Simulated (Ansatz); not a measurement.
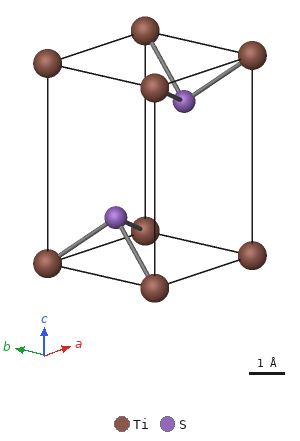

Normal modes of solid TiS₂, space group P-3m1 (No. 164), at the zone centre. Style: ball-and-stick. Shown: the cell of the calculation, from a free direction.

Level of theory: DFT PBE, scalar-relativistic, plane waves, PAW (Ansatz 0.2.0).

The input:
```yaml
crystal:
  lattice:
    - [3.4098465999, 2.9e-09, 0.0]
    - [-1.7049233025, 2.953013777, 0.0]
    - [0.0, 0.0, 6.5740836436]
  atoms:
    - { symbol: Ti, position: [0.0, 0.0, 0.0] }
    - { symbol: S, position: [0.3333333333, 0.6666666667, 0.2165772136] }
    - { symbol: S, position: [0.6666666667, 0.3333333333, 0.7834227864] }
basis:
  ecutwfc: 420
kpoints:
  mp_grid: { grid: [18, 18, 8] }
hamiltonian:
  xc: pbe
scf:
  occupations: { method: fermi_dirac, width: 0.15 }
output:
  eigenvalues: true
phonons:
  method: dfpt
  eigenvectors: true
  qmesh: [3, 3, 1]
  temperatures: { t_max: 1000, t_step: 100 }
  qpath:
    path:
      - [[0.0, 0.0, 0.0], [0.5, 0.0, 0.0], [0.33333333, 0.33333333, 0.0], [0.0, 0.0, 0.0], [0.0, 0.0, 0.5], [0.5, 0.0, 0.5], [0.33333333, 0.33333333, 0.5], [0.0, 0.0, 0.5]]
      - [[0.5, 0.0, 0.5], [0.5, 0.0, 0.0]]
      - [[0.33333333, 0.33333333, 0.5], [0.33333333, 0.33333333, 0.0]]
    npoints: 8
```

Command:
```bash
ansatz run input.yaml --threads 1 --pin off --max-ram 2560MiB --backend cpu --events-out ev --progress --plain --runs-dir out
```

The frequencies depend somewhat on the k-mesh and the smearing.

**Which optical modes does it have, at what frequencies, and is it stable there?**

The calculation's cell holds 3 atoms, so there are 6 optical modes, in 4 levels. The optical modes span E_u + E_g + A₁g + A₂u. No level is unstable.

```
level  symmetry  frequency (cm⁻¹)         activity
    1       E_u               141  infrared-active
    2       E_g               233     Raman-active
    3       A₁g               318     Raman-active
    4       A₂u               359  infrared-active
```

The crystal is a metal, so free carriers screen the infrared response.

The displacement patterns (one member of each degenerate set):

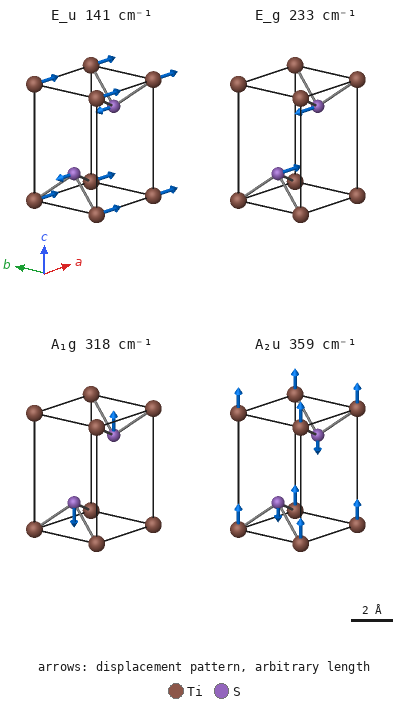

Limits of the set-up: layers or molecules are held without a dispersion correction, so their spacing is unreliable.
